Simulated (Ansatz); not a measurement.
## One crystal, many levels of theory: LaBiS2O (P4/nmm)

Aim: the gap of LaBiS2O (P4/nmm) at several levels of theory on one structure, with the time that each takes.

Calculated with Ansatz 0.2.0; density functionals, hybrids and G0W0, plane waves, PAW.

## (1) Set-up

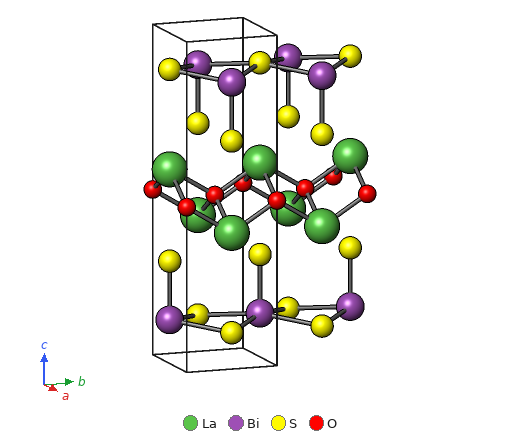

Start, viewed slightly off an axis; lanthanum green, bismuth purple, sulfur yellow, oxygen red. 1×2×1 cells are drawn. Some periodic images of atoms are drawn too.

The cell and positions are those that the Materials Project relaxed with its own functionals (PBE, PBE+U or r2SCAN), kept fixed. At the settings of the band run the largest force is still 0.35 eV/Å. Spin-orbit coupling is left out unless a step names it. The default PAW set here is soft_2. Its files were made with PBE.

## (2) LDA on the 6×6×2 mesh

Levels along a band path and on the mesh show where this functional puts the band edges.

This step: DFT, LDA, plane waves, PAW.

The input, input.yaml:

```yaml
crystal:
  lattice:
    - [4.055497, 0.0, 0.0]
    - [0.0, 4.055497, 0.0]
    - [0.0, 0.0, 14.173265]
  atoms:
    - { symbol: La, position: [0.5, 0.0, 0.587742] }
    - { symbol: La, position: [0.0, 0.5, 0.412258] }
    - { symbol: Bi, position: [0.0, 0.5, 0.867775] }
    - { symbol: Bi, position: [0.5, 0.0, 0.132225] }
    - { symbol: S, position: [0.5, 0.0, 0.89002] }
    - { symbol: S, position: [0.0, 0.5, 0.10998] }
    - { symbol: S, position: [0.0, 0.5, 0.690201] }
    - { symbol: S, position: [0.5, 0.0, 0.309799] }
    - { symbol: O, position: [0.0, 0.0, 0.5] }
    - { symbol: O, position: [0.5, 0.5, 0.5] }
kpoints:
  mp_grid: { grid: [6, 6, 2] }
  band_path:
    path:
      - [[0.0, 0.0, 0.0], [0.0, 0.5, 0.0], [0.5, 0.5, 0.0], [0.0, 0.0, 0.0], [0.0, 0.0, 0.5], [0.0, 0.5, 0.5], [0.5, 0.5, 0.5], [0.0, 0.0, 0.5]]
      - [[0.0, 0.5, 0.0], [0.0, 0.5, 0.5]]
      - [[0.5, 0.5, 0.0], [0.5, 0.5, 0.5]]
    npoints: 10
hamiltonian:
  xc: lda
scf:
  occupations: { method: fermi_dirac, width: 0.02 }
  n_extra_bands: 7
output:
  eigenvalues: true
  forces: true
  stress: true
  write_density: true
  write_potential: true
  elf: true
  volumetric_format: npy
```

On the command line:

```sh
ansatz run input.yaml --threads 3 --pin off --max-ram 92160MiB --backend cuda --events-out ev --progress --plain --runs-dir out --devices 1 --max-vram 13GiB
```

Numbers of over 12 decimals in the logs are rounded to 6 here.

What it wrote:

```text
scf.n_extra_bands = 7 over 44 filled bands (N_el = 88.0): the run solves 51 bands
GPUs: using 1 of 1 available (devices: 1).
Engine: ansatz 0.2.0, x86_64-unknown-linux-gnu
Pseudopotentials: kind: paw
Pseudopotential: La, paw, valence charge 11, recommended cutoff 420 eV (normal), La.paw.azcp
Pseudopotential: Bi, paw, valence charge 15, recommended cutoff 420 eV (normal), Bi.paw.azcp
Pseudopotential: S, paw, valence charge 6, recommended cutoff 420 eV (normal), S.paw.azcp
Pseudopotential: O, paw, valence charge 6, recommended cutoff 420 eV (normal), O.paw.azcp
Functional definition: SPW92
  exchange = slater_x
  correlation = pw_c
device memory: the entry about to start is reckoned to put 3.2 GiB on a device that reports 42.8 GiB free (of which the cap on the GPU budget leaves the run 13.0 GiB)
GPU FFT provider: cuFFT
GPU libraries: cuBLAS 13.8.2, cuFFT 12.4.0, cuSOLVER 12.3.4
Crystal: 10 atoms, lattice volume = 233.108 Å³
Basis set: ecut = 420 eV, 4575 PW (Γ)
Bands: 51, of which v1, the nominal top of the filled ones, is band 44 counted from 1 (43 counted from 0)
Symmetry: 16 space group operations
Space group: P4/nmm (ITA 129), of the structure as read, at distance tolerance 6.2e-5 Å
k-points: 20 of 72
Non-local potential: La, projectors of the file, l = 0: 3, l = 1: 2, l = 2: 2, l = 3: 3
Non-local potential: Bi, projectors of the file, l = 0: 2, l = 1: 2, l = 2: 2, l = 3: 2
Non-local potential: S, projectors of the file, l = 0: 2, l = 1: 2, l = 2: 2
Non-local potential: O, projectors of the file, l = 0: 2, l = 1: 2, l = 2: 1
PAW form: soft (Blöchl's): semilocal exchange-correlation on the pseudo side does not see the compensation charge
PAW frozen core: La, regenerated for the run's functional, and the local potential with it (the file was generated under x = pbe(κ = 0.804, μ = 0.219515), c = pbe(β = 0.066725))
PAW frozen core: Bi, regenerated for the run's functional, and the local potential with it (the file was generated under x = pbe(κ = 0.804, μ = 0.219515), c = pbe(β = 0.066725))
PAW frozen core: S, regenerated for the run's functional, and the local potential with it (the file was generated under x = pbe(κ = 0.804, μ = 0.219515), c = pbe(β = 0.066725))
PAW frozen core: O, regenerated for the run's functional, and the local potential with it (the file was generated under x = pbe(κ = 0.804, μ = 0.219515), c = pbe(β = 0.066725))
PAW one-centre angular grid: La, 590 points (default); XC on 64 Gauss nodes
PAW one-centre angular grid: Bi, 590 points (default); XC on 64 Gauss nodes
PAW one-centre angular grid: S, 110 points (default); XC on 64 Gauss nodes
PAW one-centre angular grid: O, 110 points (default); XC on 64 Gauss nodes
Initial density: superposition of atomic densities (neutral atoms: chi_scale 0, normalization atom), corrected by the library's trained network
Initial wavefunctions: pseudopotential atomic-orbital guess
GPU buffer pool allocated for 86400 grid points (all kernels)
GPU transforms: local potential and band sums: pruned to the plane-wave sphere, on 27×27×96
Functional: x = slater, c = lda
SCF iter   1: F=—  HF=-40925.444373 eV  |F-HF|=—  |Δ(HF+E_count)|=         —  Δρ=9.46e-3  dr2=2.82e-1  ethr=1.77e-3  ⟨swp⟩=10.4  Hψ=4977  notcnv=0
preconditioner: auto → Resta (q_TF=auto, 2.319 Å⁻¹)  ε∞=4.9  [insulator: Δε(μ)=0.642 eV  Ē_g=9.910 eV  σ=0.020 eV  W_gap=1.00  n_scr=50 (ndim 8)  ℏωp=19.5 eV  f_vac=0.003  D(μ)=0.00/eV (n_scr^D=0)  ε∞_Penn≈4.9]
SCF iter   2: F=—  HF=-40925.398692 eV  |F-HF|=—  |Δ(HF+E_count)|=   4.57e-2  Δρ=4.64e-3  dr2=4.82e-2  ethr=3.21e-4  ⟨swp⟩=4.8  Hψ=2160  notcnv=0
SCF iter   3: F=—  HF=-40925.390252 eV  |F-HF|=—  |Δ(HF+E_count)|=   8.44e-3  Δρ=1.89e-3  dr2=7.21e-3  ethr=5.48e-5  ⟨swp⟩=4.6  Hψ=2178  notcnv=0  defer=1
SCF iter   4: F=—  HF=-40925.388779 eV  |F-HF|=—  |Δ(HF+E_count)|=   1.47e-3  Δρ=5.95e-4  dr2=1.06e-3  ethr=8.20e-6  ⟨swp⟩=4.6  Hψ=1837  notcnv=0  defer=1
SCF iter   5: F=—  HF=-40925.388597 eV  |F-HF|=—  |Δ(HF+E_count)|=   1.82e-4  Δρ=1.64e-4  dr2=9.28e-5  ethr=1.20e-6  ⟨swp⟩=2.0  Hψ=1356  notcnv=0
SCF iter   6: F=—  HF=-40925.388850 eV  |F-HF|=—  |Δ(HF+E_count)|=   2.53e-4  Δρ=4.84e-5  dr2=5.80e-6  ethr=1.05e-7  ⟨swp⟩=2.0  Hψ=1323  notcnv=0
SCF iter   7: F=—  HF=-40925.388851 eV  |F-HF|=—  |Δ(HF+E_count)|=   1.58e-6  Δρ=8.70e-6  dr2=2.89e-7  ethr=6.59e-9  ⟨swp⟩=2.0  Hψ=1826  notcnv=0
SCF iter   8: F=-40925.388851 eV  HF=-40925.388851 eV  |F-HF|=1.04e-8  |Δ(HF+E_count)|=   4.59e-8  Δρ=2.30e-6  dr2=2.40e-8  ethr=1.14e-10  ⟨swp⟩=16.1  Hψ=9262  notcnv=0
SCF 1 converged in 8 iterations: F = -40925.388851 eV  dr2 = 2.40e-8
[...]
device memory: the entry about to start is reckoned to put 3.4 GiB on a device that reports 42.8 GiB free (of which the cap on the GPU budget leaves the run 13.0 GiB)
NSCF: frozen V_eff on 93 k-points
SCF converged after 8 iterations
Free energy (F): -40925.388851 eV
Harris-Foulkes:  -40925.388851 eV  (|F-HF|=1.04e-8)
Internal energy: -40925.388851 eV  (E = F + TS)
E sigma→0 (E₀):  -40925.388851 eV
Fermi energy:    7.821822 eV
--- Per-component energies (eV) ---
  E_band       = -348.795391
  E_kinetic    = 1760.426556
  E_local      = -5673.885102  (includes V_loc(G=0)·N_el)
  E_nonlocal   = 1549.741134
  E_hartree    = 1973.381440
  E_xc         = -1108.220175
  E_vxc        = -1121.895542  (∫ρ·V_xc dr)
  E_paw        = -33763.847782  (= ΣΔE_a)
  E_vpaw       = -809.957206  (= ΣTr[D̂ρ^β])
  E_aug_tail   = 0.003897  (compensation charges beyond the density's cutoff)
  E_ewald      = -5664.431115
  E_core_change = 1.442296  (= ΣΔE_core)
  E_smearing   = -0.000000  (= −TS)
  E_closure    = 0.000000  (closes the sum)
  Σ components = -40925.388851   (vs F -40925.388851, Δ=0.00e0)
--- Forces (eV/Å), atoms counted from 1 ---
  atom   1  La     0.00000000     0.00000000    -0.35162551
  atom   2  La     0.00000000     0.00000000     0.35162551
  atom   3  Bi     0.00000000     0.00000000    -0.17354463
  atom   4  Bi     0.00000000     0.00000000     0.17354463
  atom   5  S      0.00000000     0.00000000     0.07165176
  atom   6  S      0.00000000     0.00000000    -0.07165176
  atom   7  S      0.00000000     0.00000000     0.04921421
  atom   8  S      0.00000000     0.00000000    -0.04921421
  atom   9  O      0.00000000    -0.00000000    -0.00000000
  atom  10  O      0.00000000    -0.00000000     0.00000000
  max |Σ_I F_I| component: 2.78e-17 eV/Å
--- Stress (GPa, compression-positive) ---
       -5.103185       0.000000       0.000000
        0.000000      -5.103185       0.000000
        0.000000       0.000000      -4.470190
  P = ⅓ Tr σ = -4.8922 GPa (-48.922 kbar)
--- Band table (eV; the first three rows and the last of 20) ---
  k-point 0: bands = [... 40 lower, 7.0496, 7.0496, 7.4056, 7.4056, 10.7678, 11.0431, 11.0846, 11.2398, ... 3 higher]
  k-point 1: bands = [... 40 lower, 7.0666, 7.0749, 7.3941, 7.3941, 10.7765, 10.8709, 10.9288, 11.2211, ... 3 higher]
  k-point 2: bands = [... 40 lower, 6.9440, 6.9514, 7.1886, 7.3198, 10.5225, 10.9062, 11.0283, 11.0610, ... 3 higher]
  k-point 19: bands = [... 40 lower, 6.2513, 6.2513, 6.5519, 6.5519, 10.9823, 10.9823, 11.6099, 11.6099, ... 3 higher]
```

Elapsed: 6.4 s, on 1 × NVIDIA H100 80GB HBM3 (shared by 6 runs) with 3 threads of AMD EPYC 7R13 (Zen 3), shared host; peak memory 1.1 GiB; 9.3 s of CPU time.

Numbers from this step:

```yaml
pressure: -4.892 GPa
filled_bands: 44
gap: 0.8266 eV
valence_top_at: Γ
conduction_bottom_at: X
least_direct_gap: 0.8286 eV
```

Over mesh and path the gap is 0.827 eV, from k = Γ to k = (0.000, 0.500, 0.000). The least direct gap found is 0.829 eV, at k = (0.000, 0.500, 0.000). The pressure in this cell is -5 GPa; the cell is kept.

## (3) LDA+SOC on the 6×6×2 mesh

This run has two-component orbitals with spin-orbit coupling.

This step: DFT, LDA with spin-orbit coupling, plane waves, PAW.

input.yaml, the sections that differ from step 2:

```yaml
kpoints:
  mp_grid: { grid: [6, 6, 2] }
  band_path:
    path:
      - [0.0, 0.0, 0.0]
      - [0.0, 0.5, 0.0]
      - [0.5, 0.5, 0.0]
      - [0.0, 0.0, 0.5]
      - [0.0, 0.5, 0.5]
      - [0.5, 0.5, 0.5]
    npoints: 1
scf:
  occupations: { method: fermi_dirac, width: 0.02 }
  n_extra_bands: 14
magnetization:
  noncollinear: true
  spin_orbit: true
output:
  eigenvalues: true
  forces: true
  stress: true
# crystal, hamiltonian: as in step 2
```

What it wrote:

```text
[...]
GPUs: using 1 of 1 available (devices: 1).
[...]
non-collinear run that drives no moment, with spin-orbit: no starting moment large enough to seed its density (crystal.atoms[].spin), no starting occupations that ask for one, no magnetisation constraint and no magnetic field, so the semilocal B_xc is pinned to zero
[...]
GPU FFT provider: cuFFT
GPU libraries: cuBLAS 13.8.2, cuFFT 12.4.0, cuSOLVER 12.3.4
Crystal: 10 atoms, lattice volume = 233.108 Å³
Basis set: ecut = 420 eV, 4575 PW (Γ)
Bands: 102, of which v1, the nominal top of the filled ones, is band 88 counted from 1 (87 counted from 0)
Symmetry: 16 space group operations + 16 with time reversal
[...]
k-points: 20 of 72
Projection manifold: j_resolved (fully-relativistic pseudo-atomic orbitals)
[...]
atom   6  S      0.00000000     0.00000000    -0.02794663
  atom   7  S      0.00000000     0.00000000    -0.04201460
  atom   8  S      0.00000000     0.00000000     0.04201460
  atom   9  O     -0.00000000     0.00000000     0.00000000
  atom  10  O      0.00000000     0.00000000     0.00000000
  max |Σ_I F_I| component: 6.25e-17 eV/Å
--- Stress (GPa, compression-positive) ---
       -4.928150       0.000000       0.000000
        0.000000      -4.928150       0.000000
        0.000000       0.000000      -4.266382
  P = ⅓ Tr σ = -4.7076 GPa (-47.076 kbar)
--- Band table (eV; the first three rows and the last of 20) ---
  k-point 0: bands = [... 84 lower, 7.2577, 7.2577, 7.3751, 7.3751, 10.3505, 10.3505, 10.5582, 10.5582, ... 10 higher]
  k-point 1: bands = [... 84 lower, 7.2465, 7.2465, 7.3636, 7.3636, 10.2017, 10.2017, 10.5222, 10.5222, ... 10 higher]
  k-point 2: bands = [... 84 lower, 7.1125, 7.1125, 7.2466, 7.2466, 9.8188, 9.8188, 10.1391, 10.1391, ... 10 higher]
  k-point 19: bands = [... 84 lower, 6.5553, 6.5553, 6.5553, 6.5553, 10.6161, 10.6161, 10.6161, 10.6161, ... 10 higher]
[key lines of the parts left out:]
SCF converged after 10 iterations
Magnetization: |M| = 0.0000 μB,  M = (+0.0000, +0.0000, +0.0000) μB
Free energy (F): -41014.981808 eV
Fermi energy:    7.628432 eV
```

Run time: 13 s. Hardware: 1 × NVIDIA H100 80GB HBM3 (shared by 6 runs) with 3 threads; peak memory 1.2 GiB; 23 s of CPU time.

Numbers from this step:

```
pressure             : -4.708 GPa
gap                  : 0.4799 eV
valence top at       : X
conduction bottom at : X
least direct gap     : 0.4799 eV
```

Over mesh and listed points the gap is 0.480 eV, direct, at k = (0.000, 0.500, 0.000). The pressure in this cell is -5 GPa; the cell is kept. LDA+SOC against LDA: 0.480 − 0.827 = −0.347 eV. Mesh, set of files and cutoff are the same, but the valence top lies at another k point, so this need not be the shift of one pair of states. The spin-orbit run sees mesh and listed points alone, so its gap is an upper bound: the coupling can move an edge off these points, and the change over the zone, its sign included where it is small, is not known.

## (4) r2SCAN on the 6×6×2 mesh

r2SCAN is a meta-GGA: it depends on the kinetic-energy density as well as on the density and its gradient.

This step: DFT, r2SCAN, plane waves, PAW.

input.yaml, as its differences from that of step 3:

```diff
@@ -28,9 +28,6 @@
 hamiltonian:
-  xc: lda
+  xc: r2scan
 scf:
-  occupations: { method: fermi_dirac, width: 0.02 }
-  n_extra_bands: 14
-magnetization:
-  noncollinear: true
-  spin_orbit: true
+  occupations: { method: fixed }
+  n_extra_bands: 7
 output:
@@ -39 +36,5 @@
   stress: true
+  write_density: true
+  write_potential: true
+  elf: true
+  volumetric_format: npy
```

What it wrote:

```text
[...]
GPUs: using 1 of 1 available (devices: 1).
[...]
GPU FFT provider: cuFFT
GPU libraries: cuBLAS 13.8.2, cuFFT 12.4.0, cuSOLVER 12.3.4
Crystal: 10 atoms, lattice volume = 233.108 Å³
Basis set: ecut = 500 eV, 5947 PW (Γ), exchange–correlation on 120×120×432 points (64 copies of the dense FFT grid, shifted against one another)
[...]
k-point 0: bands = [... 40 lower, 7.0619, 7.0619, 7.4477, 7.4477, 11.4804, 11.6059, 11.6908, 11.9963, ... 3 higher]
  k-point 1: bands = [... 40 lower, 7.0780, 7.1155, 7.4375, 7.4375, 11.4823, 11.4934, 11.5534, 11.9611, ... 3 higher]
  k-point 2: bands = [... 40 lower, 6.9482, 6.9643, 7.2515, 7.3575, 11.0779, 11.4635, 11.5378, 11.5779, ... 3 higher]
  k-point 19: bands = [... 40 lower, 6.3910, 6.3910, 6.5583, 6.5583, 11.5923, 11.5923, 12.4120, 12.4120, ... 3 higher]
[key lines of the parts left out:]
SCF converged after 9 iterations
Free energy (F): -42126.174632 eV
Fermi energy:    7.560870 eV
P = ⅓ Tr σ = -0.7050 GPa (-7.050 kbar)
```

The job ended after 9 s (1 × NVIDIA H100 80GB HBM3 (shared by 6 runs) with 3 threads; peak memory 1.3 GiB).

Numbers from this step:

| Item | Value |
| --- | --- |
| pressure | -0.7050 GPa |
| gap | 1.134 eV |
| valence top at | X |
| conduction bottom at | X |
| least direct gap | 1.134 eV |

Over mesh and listed points the gap is 1.134 eV, direct, at k = (0.000, 0.500, 0.000). r2SCAN against LDA: 1.134 − 0.827 = +0.307 eV. The runs also differ in plane-wave cutoff (420 eV and 500 eV), and the valence top lies at another k point, so how much of this comes from the functional alone is not known.

## (5) HSE06 on the 4×4×2 mesh

HSE06 mixes in a quarter of exact exchange at short range.

This step: DFT, HSE06, plane waves, PAW.

input.yaml, as its differences from that of step 4:

```diff
@@ -17,3 +17,3 @@
 kpoints:
-  mp_grid: { grid: [6, 6, 2] }
+  mp_grid: { grid: [4, 4, 2] }
   band_path:
@@ -28,3 +28,3 @@
 hamiltonian:
-  xc: r2scan
+  xc: hse06
 scf:
@@ -34,7 +34 @@
   eigenvalues: true
-  forces: true
-  stress: true
-  write_density: true
-  write_potential: true
-  elf: true
-  volumetric_format: npy
```

What it wrote:

```text
[...]
GPUs: using 1 of 1 available (devices: 1).
[...]
davidson cushion auto → on  (no smearing: the cushion is to keep the highest requested band from converging to the state above it; pin scf.eigensolver.cushion to override)
[...]
GPU FFT provider: cuFFT
GPU libraries: cuBLAS 13.8.2, cuFFT 12.4.0, cuSOLVER 12.3.4
Crystal: 10 atoms, lattice volume = 233.108 Å³
Basis set: ecut = 420 eV, 4575 PW (Γ)
[...]
Fermi energy:    7.355145 eV
[...]
--- Band table (eV; the first three rows and the last of 12) ---
  k-point 0: bands = [... 40 lower, 6.6168, 6.6168, 6.9866, 6.9866, 11.8601, 11.8841, 11.9119, 12.6948, ... 3 higher]
  k-point 1: bands = [... 40 lower, 6.6382, 6.7538, 6.9721, 6.9721, 11.7029, 11.7290, 11.9295, 12.3864, ... 3 higher]
  k-point 2: bands = [... 40 lower, 6.4401, 6.4578, 6.7958, 6.8001, 10.4246, 10.8846, 10.9210, 11.1838, ... 3 higher]
  k-point 11: bands = [... 40 lower, 5.7198, 5.7198, 6.1393, 6.1393, 11.8260, 11.8260, 12.6227, 12.6227, ... 3 higher]
[key lines of the parts left out:]
Free energy (F): -42067.341164 eV
```

Elapsed: 46 s, on 1 × NVIDIA H100 80GB HBM3 (shared by 6 runs) with 3 threads; peak memory 1.7 GiB; 79 s of CPU time.

This step gave:

| Property | Result |
| --- | --- |
| gap | 1.351 eV |
| valence top at | X |
| conduction bottom at | X |
| least direct gap | 1.351 eV |
| exact-exchange fraction | 0.25 |

Over mesh and listed points the gap is 1.351 eV, direct, at k = (0.000, 0.500, 0.000). HSE06 against LDA: 1.351 − 0.827 = +0.524 eV. The runs also differ in mesh (6×6×2 and 4×4×2), and the valence top lies at another k point, so how much of this comes from the functional alone is not known.

## (6) PBE0 on the 4×4×2 mesh

PBE0 mixes in a quarter of exact exchange at all distances.

This step: DFT, PBE0, plane waves, PAW.

input.yaml, as its differences from that of step 5:

```diff
@@ -28,3 +28,3 @@
 hamiltonian:
-  xc: hse06
+  xc: pbe0
 scf:
```

What it wrote:

```text
[...]
GPUs: using 1 of 1 available (devices: 1).
[...]
GPU FFT provider: cuFFT
GPU libraries: cuBLAS 13.8.2, cuFFT 12.4.0, cuSOLVER 12.3.4
Crystal: 10 atoms, lattice volume = 233.108 Å³
Basis set: ecut = 420 eV, 4575 PW (Γ)
Bands: 51, of which v1, the nominal top of the filled ones, is band 44 counted from 1 (43 counted from 0)
Symmetry: 16 space group operations
[...]
k-points: 12 of 32
[...]
Fermi energy:    7.034307 eV
[...]
--- Band table (eV; the first three rows and the last of 12) ---
  k-point 0: bands = [... 40 lower, 6.2388, 6.2388, 6.6124, 6.6124, 12.2158, 12.2379, 12.2581, 13.0381, ... 3 higher]
  k-point 1: bands = [... 40 lower, 6.2607, 6.4011, 6.5976, 6.5976, 12.0482, 12.0725, 12.2873, 12.7264, ... 3 higher]
  k-point 2: bands = [... 40 lower, 6.0644, 6.0846, 6.4249, 6.4474, 10.7467, 11.2212, 11.2621, 11.5277, ... 3 higher]
  k-point 11: bands = [... 40 lower, 5.3346, 5.3346, 5.7700, 5.7700, 12.1791, 12.1791, 12.9727, 12.9727, ... 3 higher]
[key lines of the parts left out:]
Free energy (F): -42059.886286 eV
```

Run time: 45 s. Hardware: 1 × NVIDIA H100 80GB HBM3 (shared by 6 runs) with 3 threads; peak memory 1.7 GiB; 57 s of CPU time.

Numbers from this step:

| Item | Value |
| --- | --- |
| gap | 1.973 eV |
| valence top at | X |
| conduction bottom at | X |
| least direct gap | 1.973 eV |
| exact-exchange fraction | 0.25 |

Over mesh and listed points the gap is 1.973 eV, direct, at k = (0.000, 0.500, 0.000). PBE0 against HSE06: 1.973 − 1.351 = +0.622 eV, with the same mesh, files and cutoff, and both edges at the same k points.

(Continued in part 2 of 2.)

[Paths, hosts, dates, memory and timing lines, banners, echoed tables and standing remarks are left out of the program output.]

[Logs are printed without paths, hosts, clocks, repeated set-up lines and the standing remarks that a program may print on its own settings, such as how far it seeks lower states.]

[Runs of the session that timed out or met a known fault of the program may be left out.]

[Cells called generated may have been cut or substituted from an entry of the Crystallography Open Database or the Materials Project.]

[Hosts, paths, dates, database ids (printed as entryN), source tags and the programs' standing remarks are cut or masked in the printed files.]

[Where an RPA ε∞ is given, it is that of the G0W0 mesh and is not shown converged in it. Names of k-points follow the symmetry that the program found, which can be lower than the space group named. Band edges on a path are those of the sampled points; other points can move an edge, and change direct to indirect where valleys lie close.]

[Hybrid gaps are those of their k-mesh and are not shown converged in it.]
